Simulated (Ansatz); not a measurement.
GaP

Input

```
crystal:
  lattice:
    - [0.0, 2.72525, 2.72525]
    - [2.670745, 0.0, 2.72525]
    - [2.670745, 2.72525, 0.0]
  atoms:
    - { symbol: Ga, position: [0.0, 0.0, 0.0] }
    - { symbol: P, position: [0.75, 0.75, 0.75] }
hamiltonian:
  xc: pbe
  pseudopotentials: { kind: paw }
kpoints:
  mp_grid: { grid: [8, 8, 8] }
scf:
  occupations: { method: fermi_dirac, width: 0.05 }
output:
  forces: true
  stress: true
  eigenvalues: true
  write_density: true
  write_potential: true
  elf: true
  volumetric_format: npy
relax:
  f_tol: 0.01
  max_steps: 40
```

Command:

```sh
ansatz run input.yaml --threads 2 --pin off --max-ram 5632MiB --backend cpu --events-out ev --progress --plain --runs-dir out
```

Below, planes, directions and counts refer to the conventional cell (a = 3.85 Å, b = 3.85 Å, c = 5.34 Å, α = 90.00°, β = 90.00°, γ = 90.00°).

Space group I-4m2; computed pressure about 4 GPa in this cell.

Theory: Kohn-Sham DFT of a periodic cell, PBE, Ansatz PAW (Ansatz 0.2.0).

Q: Predict the valence pseudo-density and electron localisation function between the atoms.

A: Ga–P (2.34 Å): ρ at the midpoint is about 0.56 e/Å³; the ELF peaks at about 0.90 in the valence shell of P, 0.9 Å from its nucleus, and is about 0.75 at the midpoint.

Q: Metal or insulator at this level of theory?

A: It is gapped, with a Kohn–Sham gap of 1.4 eV on the k-point mesh (the band edges may lie off the mesh, which would make the gap smaller).

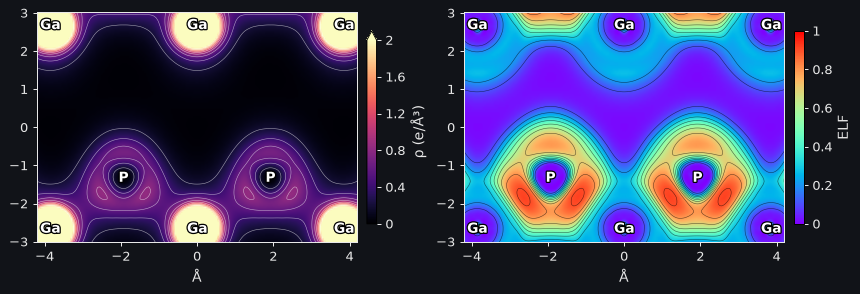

Computed valence pseudo-density and electron localisation function on the (100) plane of the conventional cell, in this order. 

In a PAW calculation such maps are meaningful between the atoms, not at the nuclei.
